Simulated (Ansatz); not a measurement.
# Geometry relaxation, with input and output: PbF2 (part 2 of 3)

PbF2 (Fm-3m, 3 atoms in the cell); DFT, PBE, plane waves, PAW, spin-polarised (Ansatz 0.2.0); cutoff 420 eV, 6×6×6 k-mesh, Gaussian smearing of 0.02 eV, collinear spins. The structure derives from a Materials Project entry. Some settings of this run were made unusual or wrong on purpose.

Geometry of the input (Å; fractional positions):
```
0.0000  2.9579  2.9579
2.9579  0.0000  2.9579
2.9579  2.9579  0.0000
Pb 0.0000  0.0000  0.0000
F  0.7500  0.7500  0.7500
F  0.2500  0.2500  0.2500
```

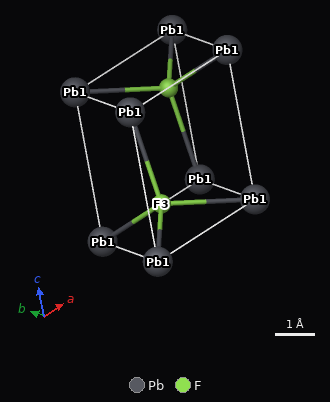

Figure 1. The geometry at step 5 of the log (ball-and-stick view of the cell of the calculation, seen slightly off an axis; atoms are numbered from 1 in the order of the input).

### What the program printed, continued
```
SCF iter   1: F=—  HF=-13524.644497 eV  |F-HF|=—  |Δ(HF+E_count)|=         —  Δρ=1.39e-2 (↑1.39e-2 ↓1.37e-2)  dr2=3.10e-3  dr2_m=9.37e-2  M=0.000 μB ∫|m|=0.040 μB  β_m=0.30  ethr=1.14e-5  ⟨swp⟩=3.4  Hψ=6592  notcnv=0
preconditioner: auto → none  [insulator: Δε(μ)=4.174 eV  Ē_g=31.674 eV  σ=0.020 eV  W_gap=1.00  n_scr=14 (ndim 8)  ℏωp=26.8 eV  f_vac=0.138  D(μ)=0.00/eV (n_scr^D=0)  ε∞_Penn≈1.7]
SCF iter   2: F=—  HF=-13524.673667 eV  |F-HF|=—  |Δ(HF+E_count)|=   2.92e-2  Δρ=9.73e-3 (↑9.46e-3 ↓9.73e-3)  dr2=7.60e-4  dr2_m=4.53e-2  M=0.000 μB ∫|m|=0.030 μB  β_m=0.62  ethr=1.11e-5  ⟨swp⟩=3.2  Hψ=2615  notcnv=0
SCF iter   3: F=—  HF=-13524.705167 eV  |F-HF|=—  |Δ(HF+E_count)|=   3.15e-2  Δρ=2.24e-3 (↑1.98e-3 ↓2.24e-3)  dr2=5.98e-3  dr2_m=1.44e-4  M=0.000 μB ∫|m|=0.005 μB  β_m=0.48  ethr=2.71e-6  ⟨swp⟩=3.0  Hψ=2901  notcnv=0
SCF iter   4: F=—  HF=-13524.703616 eV  |F-HF|=—  |Δ(HF+E_count)|=   1.55e-3  Δρ=4.26e-4 (↑4.26e-4 ↓3.92e-4)  dr2=9.86e-6  dr2_m=8.11e-5  M=0.000 μB ∫|m|=0.004 μB  β_m=0.66  ethr=2.71e-6  ⟨swp⟩=2.3  Hψ=2630  notcnv=0
SCF iter   5: F=—  HF=-13524.703662 eV  |F-HF|=—  |Δ(HF+E_count)|=   4.63e-5  Δρ=1.57e-4 (↑1.11e-4 ↓1.57e-4)  dr2=1.03e-6  dr2_m=8.82e-6  M=0.000 μB ∫|m|=0.001 μB  β_m=0.80  ethr=3.52e-8  ⟨swp⟩=2.0  Hψ=1827  notcnv=0
iter 6 did not close the SCF: its close was put off for a magnetic moment that had not settled (scf_convergence_deferred on its scf_iter line)
SCF iter   6: F=-13524.703666 eV  HF=-13524.703666 eV  |F-HF|=1.48e-8  |Δ(HF+E_count)|=   4.02e-6  Δρ=1.88e-5 (↑1.88e-5 ↓1.29e-5)  dr2=6.33e-8  dr2_m=1.09e-7  M=0.000 μB ∫|m|=0.000 μB  β_m=0.83  ethr=1.07e-9  ⟨swp⟩=7.7  Hψ=6416  notcnv=0
iter 7 did not close the SCF: its close was put off for a magnetic moment that had not settled (scf_convergence_deferred on its scf_iter line)
SCF iter   7: F=-13524.703666 eV  HF=-13524.703666 eV  |F-HF|=4.15e-9  |Δ(HF+E_count)|=   2.71e-8  Δρ=5.37e-6 (↑5.18e-6 ↓5.37e-6)  dr2=9.27e-9  dr2_m=1.11e-8  M=0.000 μB ∫|m|=0.000 μB  β_m=0.87  ethr=2.26e-10  ⟨swp⟩=1.2  Hψ=3213  notcnv=0
SCF iter   8: F=-13524.703666 eV  HF=-13524.703666 eV  |F-HF|=6.18e-11  |Δ(HF+E_count)|=   1.35e-9  Δρ=4.17e-7 (↑2.25e-7 ↓4.17e-7)  dr2=8.75e-11  dr2_m=3.57e-11  M=0.000 μB ∫|m|=0.000 μB  ethr=3.31e-11  ⟨swp⟩=1.5  Hψ=3344  notcnv=0
the starting moments were not kept: the SCF closed with an absolute magnetisation of 4.0e-6 μB, where they sum to 40 μB in size (3 sites). That is at most 0.1 of that sum. Measured as dr2_m measures the in/out step, that magnetisation stands 7.0e-12 eV from none, at or under the dr2_threshold of 3.0e-7 eV: it is no larger than a step whose dr2_m would equal this threshold.
SCF 3 converged in 8 iterations: F = -13524.703666 eV  dr2 = 8.75e-11
relax step   3: F+E_penalty+E_count = -13524.70366616 eV  Δ(F+E_penalty+E_count) = -1.833e-2 eV  max|allowed force component| = 1.002e-16 eV/Å  Δτ_max = 0.0000 Å  P = -0.115 GPa  Ω = 53.869 Å³  energy of the carried Pulay correction = -6.016e-3 eV  (8 SCF iters, dr2 threshold 3.00e-7 eV, accepted)
Crystal: 3 atoms, lattice volume = 53.785 Å³
iter 1 solved again at ethr=2.96e-8 eV; its pass at ethr=3.10e-3 eV (dr2=8.30e-6 eV) is discarded
SCF iter   1: F=—  HF=-13524.703779 eV  |F-HF|=—  |Δ(HF+E_count)|=         —  Δρ=7.04e-4 (↑7.04e-4 ↓6.93e-4)  dr2=7.86e-6  dr2_m=2.40e-4  M=0.000 μB ∫|m|=0.002 μB  β_m=0.30  ethr=2.96e-8  ⟨swp⟩=2.8  Hψ=5279  notcnv=0
preconditioner: auto → none  [insulator: Δε(μ)=4.422 eV  Ē_g=31.690 eV  σ=0.020 eV  W_gap=1.00  n_scr=14 (ndim 8)  ℏωp=26.8 eV  f_vac=0.138  D(μ)=0.00/eV (n_scr^D=0)  ε∞_Penn≈1.7]
SCF iter   2: F=—  HF=-13524.703854 eV  |F-HF|=—  |Δ(HF+E_count)|=   7.51e-5  Δρ=4.93e-4 (↑4.79e-4 ↓4.93e-4)  dr2=1.98e-6  dr2_m=1.16e-4  M=0.000 μB ∫|m|=0.002 μB  β_m=0.62  ethr=2.81e-8  ⟨swp⟩=2.0  Hψ=1719  notcnv=0
SCF iter   3: F=—  HF=-13524.703935 eV  |F-HF|=—  |Δ(HF+E_count)|=   8.11e-5  Δρ=1.13e-4 (↑9.77e-5 ↓1.13e-4)  dr2=1.48e-5  dr2_m=3.71e-7  M=0.000 μB ∫|m|=0.000 μB  β_m=0.49  ethr=7.06e-9  ⟨swp⟩=2.0  Hψ=1975  notcnv=0
SCF iter   4: F=—  HF=-13524.703932 eV  |F-HF|=—  |Δ(HF+E_count)|=   3.84e-6  Δρ=2.20e-5 (↑2.20e-5 ↓2.02e-5)  dr2=2.47e-8  dr2_m=2.16e-7  M=0.000 μB ∫|m|=0.000 μB  β_m=0.67  ethr=7.06e-9  ⟨swp⟩=2.0  Hψ=1993  notcnv=0
iter 5 did not close the SCF: its close was put off for a magnetic moment that had not settled (scf_convergence_deferred on its scf_iter line)
SCF iter   5: F=-13524.703932 eV  HF=-13524.703932 eV  |F-HF|=6.96e-9  |Δ(HF+E_count)|=   1.13e-7  Δρ=7.94e-6 (↑5.64e-6 ↓7.94e-6)  dr2=2.69e-9  dr2_m=2.25e-8  M=0.000 μB ∫|m|=0.000 μB  β_m=0.81  ethr=8.81e-11  ⟨swp⟩=6.4  Hψ=4843  notcnv=0
iter 6 did not close the SCF: its close was put off for a magnetic moment that had not settled (scf_convergence_deferred on its scf_iter line)
SCF iter   6: F=-13524.703932 eV  HF=-13524.703932 eV  |F-HF|=7.09e-11  |Δ(HF+E_count)|=   1.02e-8  Δρ=9.80e-7 (↑9.80e-7 ↓6.55e-7)  dr2=1.99e-10  dr2_m=2.81e-10  M=0.000 μB ∫|m|=0.000 μB  β_m=0.83  ethr=9.62e-12  ⟨swp⟩=1.2  Hψ=3265  notcnv=0
iter 7 did not close the SCF: its close was put off for a magnetic moment that had not settled (scf_convergence_deferred on its scf_iter line)
SCF iter   7: F=-13524.703932 eV  HF=-13524.703932 eV  |F-HF|=1.82e-11  |Δ(HF+E_count)|=  5.64e-11  Δρ=2.77e-7 (↑2.71e-7 ↓2.77e-7)  dr2=2.60e-11  dr2_m=2.97e-11  M=0.000 μB ∫|m|=0.000 μB  β_m=0.86  ethr=1.00e-12  ⟨swp⟩=1.3  Hψ=3301  notcnv=0
SCF iter   8: F=-13524.703932 eV  HF=-13524.703932 eV  |F-HF|=1.82e-12  |Δ(HF+E_count)|=  5.46e-12  Δρ=2.45e-8 (↑1.30e-8 ↓2.45e-8)  dr2=1.84e-13  dr2_m=1.54e-13  M=0.000 μB ∫|m|=0.000 μB  ethr=1.00e-12  ⟨swp⟩=1.6  Hψ=3223  notcnv=0
the starting moments were not kept: the SCF closed with an absolute magnetisation of 2.7e-7 μB, where they sum to 40 μB in size (3 sites). That is at most 0.1 of that sum. Measured as dr2_m measures the in/out step, that magnetisation stands 3.2e-14 eV from none, at or under the dr2_threshold of 3.3e-8 eV: it is no larger than a step whose dr2_m would equal this threshold.
SCF 4 converged in 8 iterations: F = -13524.703932 eV  dr2 = 1.84e-13
relax step   4: F+E_penalty+E_count = -13524.70393175 eV  Δ(F+E_penalty+E_count) = -2.656e-4 eV  max|allowed force component| = 9.869e-17 eV/Å  Δτ_max = 0.0000 Å  P = +0.004 GPa  Ω = 53.785 Å³  energy of the carried Pulay correction = -5.780e-3 eV  (8 SCF iters, dr2 threshold 3.33e-8 eV, accepted)
Initial wavefunctions: pseudopotential atomic-orbital guess (no wavefunctions were taken with the density)
iter 1 solved again at ethr=2.95e-7 eV; its pass at ethr=3.10e-3 eV (dr2=8.25e-5 eV) is discarded
SCF iter   1: F=—  HF=-13524.711448 eV  |F-HF|=—  |Δ(HF+E_count)|=         —  Δρ=2.17e-4 (↑2.17e-4 ↓2.17e-4)  dr2=1.50e-5  dr2_m=1.77e-13  M=0.000 μB ∫|m|=0.000 μB  β_m=0.30  ethr=2.95e-7  ⟨swp⟩=5.1  Hψ=11788  notcnv=0
preconditioner: auto → none  [insulator: Δε(μ)=4.436 eV  Ē_g=31.690 eV  σ=0.020 eV  W_gap=1.00  n_scr=14 (ndim 8)  ℏωp=26.8 eV  f_vac=0.138  D(μ)=0.00/eV (n_scr^D=0)  ε∞_Penn≈1.7]
SCF iter   2: F=—  HF=-13524.711530 eV  |F-HF|=—  |Δ(HF+E_count)|=   8.12e-5  Δρ=1.28e-4 (↑1.28e-4 ↓1.28e-4)  dr2=4.74e-6  dr2_m=1.13e-13  M=0.000 μB ∫|m|=0.000 μB  β_m=0.42  ethr=5.37e-8  ⟨swp⟩=2.2  Hψ=1782  notcnv=0  defer=2
SCF iter   3: F=—  HF=-13524.711594 eV  |F-HF|=—  |Δ(HF+E_count)|=   6.45e-5  Δρ=5.95e-5 (↑5.95e-5 ↓5.95e-5)  dr2=9.80e-7  dr2_m=3.61e-14  M=0.000 μB ∫|m|=0.000 μB  β_m=0.46  ethr=1.69e-8  ⟨swp⟩=1.3  Hψ=1302  notcnv=0  defer=2
SCF iter   4: F=—  HF=-13524.711615 eV  |F-HF|=—  |Δ(HF+E_count)|=   2.12e-5  Δρ=5.37e-6 (↑5.37e-6 ↓5.37e-6)  dr2=1.78e-8  dr2_m=1.23e-15  M=0.000 μB ∫|m|=0.000 μB  β_m=0.65  ethr=3.50e-9  ⟨swp⟩=2.0  Hψ=2155  notcnv=0  defer=2
SCF iter   5: F=—  HF=-13524.711615 eV  |F-HF|=—  |Δ(HF+E_count)|=   1.15e-7  Δρ=5.66e-7 (↑5.64e-7 ↓5.66e-7)  dr2=2.57e-10  dr2_m=1.98e-15  M=0.000 μB ∫|m|=0.000 μB  β_m=0.64  ethr=6.36e-11  ⟨swp⟩=2.6  Hψ=1962  notcnv=0  defer=2
iter 6 met the thresholds in force, and the SCF goes on: an eigenvalue changes by 0.09 meV, over its tolerance of 0.05 meV (output.eigenvalues, Limitations)
SCF iter   6: F=-13524.711616 eV  HF=-13524.711616 eV  |F-HF|=4.47e-10  |Δ(HF+E_count)|=   5.76e-7  Δρ=1.17e-7 (↑1.17e-7 ↓1.17e-7)  dr2=1.03e-11  dr2_m=6.37e-16  M=0.000 μB ∫|m|=0.000 μB  β_m=0.73  ethr=1.00e-12  ⟨swp⟩=9.1  Hψ=6437  notcnv=0
SCF iter   7: F=-13524.711616 eV  HF=-13524.711616 eV  |F-HF|=4.00e-11  |Δ(HF+E_count)|=  4.64e-10  Δρ=3.34e-8 (↑3.34e-8 ↓3.34e-8)  dr2=9.62e-13  dr2_m=1.12e-16  M=0.000 μB ∫|m|=0.000 μB  ethr=1.00e-12  ⟨swp⟩=3.4  Hψ=3742  notcnv=0
the starting moments were not kept: the SCF closed with an absolute magnetisation of 5.2e-9 μB, where they sum to 40 μB in size (3 sites). That is at most 0.1 of that sum. Measured as dr2_m measures the in/out step, that magnetisation stands 1.4e-17 eV from none, at or under the dr2_threshold of 3.0e-11 eV: it is no larger than a step whose dr2_m would equal this threshold.
SCF 5 converged in 7 iterations: F = -13524.711616 eV  dr2 = 9.62e-13
relax step   5: F+E_penalty+E_count = -13524.71161603 eV  Δ(F+E_penalty+E_count) = -7.684e-3 eV  max|allowed force component| = 8.943e-17 eV/Å  Δτ_max = 0.0000 Å  P = +0.295 GPa  Ω = 53.785 Å³  stress off target by 2.95e-1 GPa  SCF on the basis re-selected at this cell (its energy is not comparable with the rows above)  (7 SCF iters)
basis re-selected at this cell: Δ(F+E_penalty+E_count) = -7.684e-3 eV, ΔP = +0.291 GPa vs the last step (what re-selecting the basis moved, of the pressure what is left beyond the Pulay correction that the steps carried, after the strain that the cell walked since its last selection, with what the two solves' SCF thresholds leave and, on support functions, any second-order correction that the steps lacked; it is no measure of the basis error at this ecutwfc). This SCF's stress stands 2.95e-1 GPa from its target on what of the cell is left free (relax.cell.stress_tol is 5.00e-2 GPa) and its largest allowed force component is 8.94e-17 eV/Å (relax.f_tol is 5.00e-3 eV/Å): not within both, so this SCF does not close the relaxation
Crystal: 3 atoms, lattice volume = 53.993 Å³
iter 1 solved again at ethr=1.76e-7 eV; its pass at ethr=3.10e-3 eV (dr2=4.92e-5 eV) is discarded
SCF iter   1: F=—  HF=-13524.710301 eV  |F-HF|=—  |Δ(HF+E_count)|=         —  Δρ=1.73e-3 (↑1.73e-3 ↓1.70e-3)  dr2=4.80e-5  dr2_m=1.46e-3  M=0.000 μB ∫|m|=0.005 μB  β_m=0.30  ethr=1.76e-7  ⟨swp⟩=3.0  Hψ=5617  notcnv=0
preconditioner: auto → none  [insulator: Δε(μ)=4.408 eV  Ē_g=31.643 eV  σ=0.020 eV  W_gap=1.00  n_scr=14 (ndim 8)  ℏωp=26.7 eV  f_vac=0.138  D(μ)=0.00/eV (n_scr^D=0)  ε∞_Penn≈1.7]
SCF iter   2: F=—  HF=-13524.710757 eV  |F-HF|=—  |Δ(HF+E_count)|=   4.56e-4  Δρ=1.21e-3 (↑1.18e-3 ↓1.21e-3)  dr2=1.19e-5  dr2_m=7.03e-4  M=0.000 μB ∫|m|=0.004 μB  β_m=0.62  ethr=1.71e-7  ⟨swp⟩=2.2  Hψ=1734  notcnv=0
SCF iter   3: F=—  HF=-13524.711251 eV  |F-HF|=—  |Δ(HF+E_count)|=   4.94e-4  Δρ=2.84e-4 (↑2.48e-4 ↓2.84e-4)  dr2=9.50e-5  dr2_m=2.33e-6  M=0.000 μB ∫|m|=0.001 μB  β_m=0.48  ethr=4.26e-8  ⟨swp⟩=2.0  Hψ=2046  notcnv=0
SCF iter   4: F=—  HF=-13524.711227 eV  |F-HF|=—  |Δ(HF+E_count)|=   2.46e-5  Δρ=5.43e-5 (↑5.43e-5 ↓5.06e-5)  dr2=1.38e-7  dr2_m=1.34e-6  M=0.000 μB ∫|m|=0.000 μB  β_m=0.68  ethr=4.26e-8  ⟨swp⟩=2.0  Hψ=1991  notcnv=0
iter 5 did not close the SCF: its close was put off for a magnetic moment that had not settled (scf_convergence_deferred on its scf_iter line)
SCF iter   5: F=-13524.711227 eV  HF=-13524.711227 eV  |F-HF|=4.17e-8  |Δ(HF+E_count)|=   7.02e-7  Δρ=1.93e-5 (↑1.39e-5 ↓1.93e-5)  dr2=1.57e-8  dr2_m=1.35e-7  M=0.000 μB ∫|m|=0.000 μB  β_m=0.81  ethr=4.93e-10  ⟨swp⟩=6.9  Hψ=5822  notcnv=0
iter 6 did not close the SCF: its close was put off for a magnetic moment that had not settled (scf_convergence_deferred on its scf_iter line)
SCF iter   6: F=-13524.711227 eV  HF=-13524.711227 eV  |F-HF|=5.35e-10  |Δ(HF+E_count)|=   6.09e-8  Δρ=2.41e-6 (↑2.41e-6 ↓1.61e-6)  dr2=1.31e-9  dr2_m=1.68e-9  M=0.000 μB ∫|m|=0.000 μB  β_m=0.83  ethr=5.60e-11  ⟨swp⟩=1.2  Hψ=3250  notcnv=0
iter 7 did not close the SCF: its close was put off for a magnetic moment that had not settled (scf_convergence_deferred on its scf_iter line)
SCF iter   7: F=-13524.711227 eV  HF=-13524.711227 eV  |F-HF|=8.37e-11  |Δ(HF+E_count)|=  2.66e-10  Δρ=6.88e-7 (↑6.71e-7 ↓6.88e-7)  dr2=1.71e-10  dr2_m=1.81e-10  M=0.000 μB ∫|m|=0.000 μB  β_m=0.86  ethr=4.68e-12  ⟨swp⟩=1.6  Hψ=3572  notcnv=0
SCF iter   8: F=-13524.711227 eV  HF=-13524.711227 eV  |F-HF|=1.82e-12  |Δ(HF+E_count)|=  1.27e-11  Δρ=6.86e-8 (↑4.10e-8 ↓6.86e-8)  dr2=9.96e-13  dr2_m=1.41e-12  M=0.000 μB ∫|m|=0.000 μB  ethr=1.00e-12  ⟨swp⟩=1.5  Hψ=3383  notcnv=0
the starting moments were not kept: the SCF closed with an absolute magnetisation of 7.6e-7 μB, where they sum to 40 μB in size (3 sites). That is at most 0.1 of that sum. Measured as dr2_m measures the in/out step, that magnetisation stands 2.6e-13 eV from none, at or under the dr2_threshold of 2.2e-7 eV: it is no larger than a step whose dr2_m would equal this threshold.
SCF 6 converged in 8 iterations: F = -13524.711227 eV  dr2 = 9.96e-13
relax step   6: F+E_penalty+E_count = -13524.71122738 eV  Δ(F+E_penalty+E_count) = +3.887e-4 eV  max|allowed force component| = 1.241e-16 eV/Å  Δτ_max = 0.0000 Å  P = +0.025 GPa  Ω = 53.993 Å³  energy of the carried Pulay correction = -5.964e-4 eV  (8 SCF iters, dr2 threshold 2.18e-7 eV, accepted)
iter 1 solved again at ethr=2.42e-7 eV; its pass at ethr=3.10e-3 eV (dr2=6.78e-5 eV) is discarded
SCF iter   1: F=—  HF=-13524.711736 eV  |F-HF|=—  |Δ(HF+E_count)|=         —  Δρ=1.54e-5 (↑1.53e-5 ↓1.54e-5)  dr2=7.66e-8  dr2_m=1.38e-12  M=0.000 μB ∫|m|=0.000 μB  β_m=0.30  ethr=2.42e-7  ⟨swp⟩=4.9  Hψ=11780  notcnv=0
preconditioner: auto → none  [insulator: Δε(μ)=4.433 eV  Ē_g=31.644 eV  σ=0.020 eV  W_gap=1.00  n_scr=14 (ndim 8)  ℏωp=26.7 eV  f_vac=0.138  D(μ)=0.00/eV (n_scr^D=0)  ε∞_Penn≈1.7]
SCF iter   2: F=—  HF=-13524.711734 eV  |F-HF|=—  |Δ(HF+E_count)|=   1.67e-6  Δρ=9.03e-6 (↑9.01e-6 ↓9.03e-6)  dr2=2.46e-8  dr2_m=1.06e-12  M=0.000 μB ∫|m|=0.000 μB  β_m=0.42  ethr=2.74e-10  ⟨swp⟩=2.4  Hψ=1863  notcnv=0
SCF iter   3: F=—  HF=-13524.711734 eV  |F-HF|=—  |Δ(HF+E_count)|=   2.23e-8  Δρ=4.27e-6 (↑4.25e-6 ↓4.27e-6)  dr2=5.36e-9  dr2_m=2.79e-13  M=0.000 μB ∫|m|=0.000 μB  β_m=0.46  ethr=8.79e-11  ⟨swp⟩=1.5  Hψ=1326  notcnv=0
SCF iter   4: F=—  HF=-13524.711734 eV  |F-HF|=—  |Δ(HF+E_count)|=   5.80e-9  Δρ=3.67e-7 (↑3.67e-7 ↓3.62e-7)  dr2=8.50e-11  dr2_m=3.33e-14  M=0.000 μB ∫|m|=0.000 μB  β_m=0.64  ethr=1.91e-11  ⟨swp⟩=2.0  Hψ=2084  notcnv=0
SCF iter   5: F=-13524.711734 eV  HF=-13524.711734 eV  |F-HF|=9.09e-12  |Δ(HF+E_count)|=  2.26e-10  Δρ=7.31e-8 (↑7.31e-8 ↓7.08e-8)  dr2=5.45e-12  dr2_m=3.30e-15  M=0.000 μB ∫|m|=0.000 μB  ethr=1.00e-12  ⟨swp⟩=7.2  Hψ=4424  notcnv=0
the starting moments were not kept: the SCF closed with an absolute magnetisation of 3.2e-8 μB, where they sum to 40 μB in size (3 sites). That is at most 0.1 of that sum. Measured as dr2_m measures the in/out step, that magnetisation stands 4.8e-16 eV from none, at or under the dr2_threshold of 3.0e-11 eV: it is no larger than a step whose dr2_m would equal this threshold.
SCF 7 converged in 5 iterations: F = -13524.711734 eV  dr2 = 5.45e-12
relax step   7: F+E_penalty+E_count = -13524.71173437 eV  Δ(F+E_penalty+E_count) = -5.070e-4 eV  max|allowed force component| = 1.195e-16 eV/Å  Δτ_max = 0.0000 Å  P = +0.035 GPa  Ω = 53.993 Å³  stress off target by 3.51e-2 GPa  SCF on the basis re-selected at this cell (its energy is not comparable with the rows above)  (5 SCF iters)
```
